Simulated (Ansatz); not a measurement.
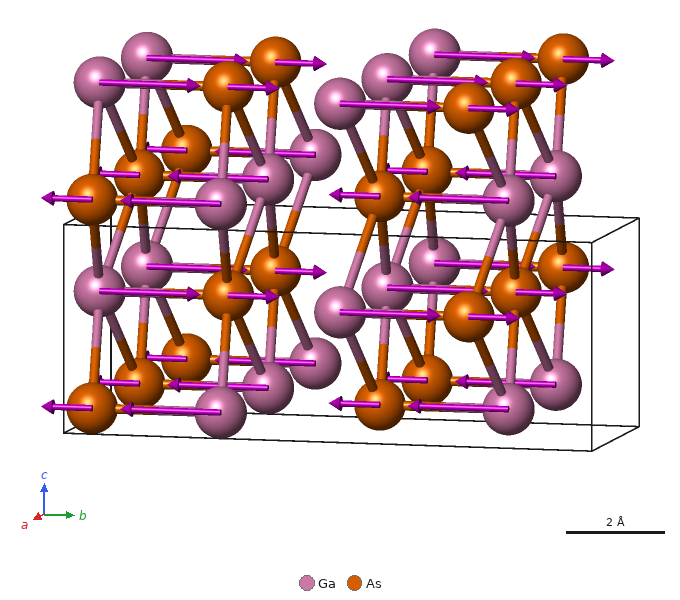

This is a relaxation of solid GaAs (built on the TlCl-63 type type). The starting structure is drawn; purple arrows show the displacements (the part carried along by the change of the cell is left out), magnified 3 times.

Style: ball-and-stick. Shown: the conventional cell (2 times the calculation's cell), repeated 2 × 1 × 2 with one cell outlined, slightly off an axis. Lengths and directions refer to the drawn axes.

Method: DFT, PBEsol, plane waves, PAW (Ansatz).

Input
```yaml
crystal:
  lattice:
    - [1.95925783, -5.60618259, 0.0]
    - [1.95925783, 5.60618259, 0.0]
    - [0.0, 0.0, 4.32738936]
  atoms:
    - { symbol: Ga, position: [0.38685498, 0.61314502, 0.75] }
    - { symbol: Ga, position: [0.61314502, 0.38685498, 0.25] }
    - { symbol: As, position: [0.85650439, 0.14349561, 0.25] }
    - { symbol: As, position: [0.14349561, 0.85650439, 0.75] }
kpoints:
  mp_grid: { grid: [6, 6, 6] }
hamiltonian:
  xc: pbesol
scf:
  occupations: { method: fermi_dirac, width: 0.03 }
relax:
  f_tol: 0.01
  cell: {}
  max_steps: 120
```

Launched with:
```bash
ansatz run input.yaml --threads 2 --pin off --max-ram 2211MiB --backend cpu --events-out ev --progress --plain --runs-dir out
```

**Which element moves most?**

Gallium: up to 0.71 Å, against 0.36 Å for arsenic.

**Describe the change and its energy.**

The largest moves relative to the cell, 0.71 Å, are those of Ga1 and Ga2. Ga2 goes along −b. Largest moves by element: Ga 0.71 Å, As 0.36 Å. The drawn cell changes as follows: a 3.919 → 3.586 Å (−8.5 %), b 11.212 → 12.206 Å (+8.9 %), c 4.327 → 3.586 Å (−17.1 %); the volume changes by −17.4 %. Near-neighbour distances that change, for instance: As3–As4 3.878 → 3.304 Å, Ga1–As3 2.939 → 2.633 Å, Ga1–As4 2.729 → 2.620 Å. Bond angles that change, for instance: Ga1–As4–Ga2 96.6° → 74.4°, As3–Ga2–As4 83.4° → 105.6°, As4–Ga2–As4 166.7° → 148.8°. The space group stays Cmcm (No. 63). After 12 accepted moves (14 points after the start) the energy has fallen by 368 meV per atom. Largest force component: 0.39 eV/Å at the start, 0.00019 eV/Å at the end. Pressure: −10.64 GPa at the start and 0.01 GPa at the end. At 2 points the geometry stayed and the basis and grid were re-selected for the new cell (energy shift of 0.4 meV per atom at most each time).
